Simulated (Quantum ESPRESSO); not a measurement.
## A series of single points on CoPtO₂

System: CoPtO₂ (R-3m, 4 atoms in the cell).
Method: Kohn-Sham DFT of a periodic cell, PBE, SSSP 1.3 efficiency PBE, spin-polarised (Quantum ESPRESSO 7.5).

The 5 runs differ only in the geometry, by an even scaling of the cell at fixed fractional positions. The structure derives from a Materials Project entry.

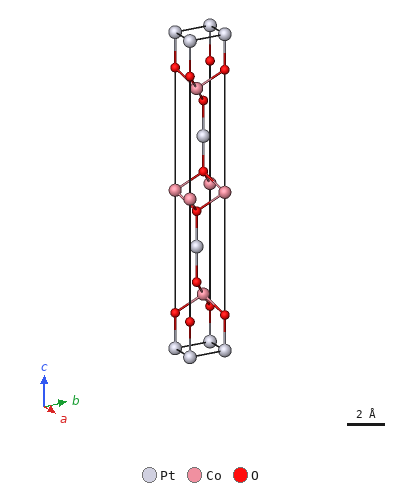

Figure 1. The structure of run 3 (ball-and-stick view of the cell 3 times as large as that of the calculation, set on its symmetry axes, seen slightly off an axis). An atom can appear more than once, as a periodic image.

**Input of run 3**
```
&CONTROL
  calculation = 'scf'
  prefix = 'pwscf'
  outdir = './tmp'
  pseudo_dir = './pseudo'
  tprnfor = .true.
  tstress = .true.
  disk_io = 'nowf'
/
&SYSTEM
  ibrav = 0
  nat = 4
  ntyp = 3
  ecutwfc = 55
  ecutrho = 440
  nbnd = 34
  occupations = 'smearing'
  smearing = 'fd'
  degauss = 0.00367493
  nspin = 2
  starting_magnetization(1) = 0
  starting_magnetization(2) = 0.1176
  starting_magnetization(3) = 0
/
&ELECTRONS
  conv_thr = 8d-10
  electron_maxstep = 120
  mixing_beta = 0.3
/
ATOMIC_SPECIES
Pt   195.0840 pt_pbe_v1.4.uspp.F.UPF
Co    58.9332 Co_pbe_v1.2.uspp.F.UPF
O     15.9990 O.pbe-n-kjpaw_psl.0.1.UPF
CELL_PARAMETERS angstrom
   1.4027913101    0.8099019405    5.8995262364
  -1.4027913101    0.8099019405    5.8995262364
   0.0000000000   -1.6198038810    5.8995262364
ATOMIC_POSITIONS crystal
Pt     0.0000000000    0.0000000000    0.0000000000
Co     0.5000000000    0.5000000000    0.5000000000
O      0.1122440300    0.1122440300    0.1122440300
O      0.8877559700    0.8877559700    0.8877559700
K_POINTS automatic
11 11 11 0 0 0
```

Command:
```bash
OMP_NUM_THREADS=1 mpirun -n 2 pw.x -nk 2 -in pw.in > pw.out
```

Lattice vectors (Å) and fractional positions of run 3:
```
   1.402791    0.809902    5.899526
  -1.402791    0.809902    5.899526
   0.000000   -1.619804    5.899526
Pt  0.000000  0.000000  0.000000
Co  0.500000  0.500000  0.500000
O   0.112244  0.112244  0.112244
O   0.887756  0.887756  0.887756
```

Run 2 differs from it as follows:
```diff
-   1.4027913101    0.8099019405    5.8995262364
-  -1.4027913101    0.8099019405    5.8995262364
-   0.0000000000   -1.6198038810    5.8995262364
+   1.3931828489    0.8043544928    5.8591172543
+  -1.3931828489    0.8043544928    5.8591172543
+   0.0000000000   -1.6087089856    5.8591172543
```

**Results, with one run withheld**

| run | volume per atom (Å³) | free energy per atom, from the lowest run given (meV) | pressure (GPa) |
| --- | --- | --- | --- |
| 1 | 9.644 | 60.89 | 24.75 |
| 2 | 9.849 | ? | ? |
| 3 | 10.054 | 14.80 | 11.11 |
| 4 | 10.259 | 3.93 | 5.38 |
| 5 | 10.464 | 0.00 | 0.28 |

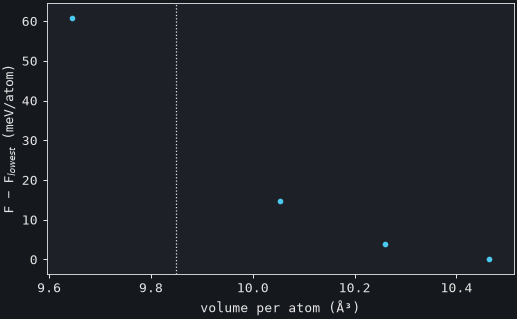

Figure 2. Free energy per atom of the runs given; the dotted line marks run 2.

Estimate the energy of run 2 from the others.

A quadratic polynomial in V^(−2/3) (the Birch–Murnaghan form), fitted to the 4 runs given, misses them by at most 0.04 meV per atom. With x = V^(−2/3) − 0.21405 Å⁻², it reads F = 11.862 + 4507.1 x + 4.2773e+05 x² (meV per atom). At run 2 it gives 33.55 meV per atom, and the run itself gives 33.47. The slope of the fit gives a pressure −dF/dV of 17.89 GPa there, and the run prints 17.55 GPa. The two needn't agree exactly: the fit is approximate, and the printed stress is taken on a finite basis. The fit has no minimum inside this range.

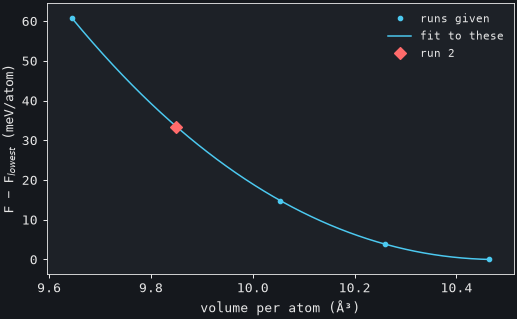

Figure 3. The fit and the withheld run.

**Some lines of the output (run 2)**
```
[...]
     total energy              =    -592.46956203 Ry
     total energy              =    -592.47201580 Ry
     total energy              =    -592.47228792 Ry
     total energy              =    -592.47238289 Ry
     total energy              =    -592.47239154 Ry
     total energy              =    -592.47239479 Ry
     total energy              =    -592.47239510 Ry
     total energy              =    -592.47239516 Ry
     total energy              =    -592.47239520 Ry
     the Fermi energy is    17.3166 ev
!    total energy              =    -592.47239521 Ry
     The total energy is F=E-TS. E is the sum of the following terms:
     Computing stress (Cartesian axis) and pressure
          total   stress  (Ry/bohr**3)                   (kbar)     P=      175.51
```

Notes on the run: negative rho. Spin–orbit coupling is left out, which matters for Pt.
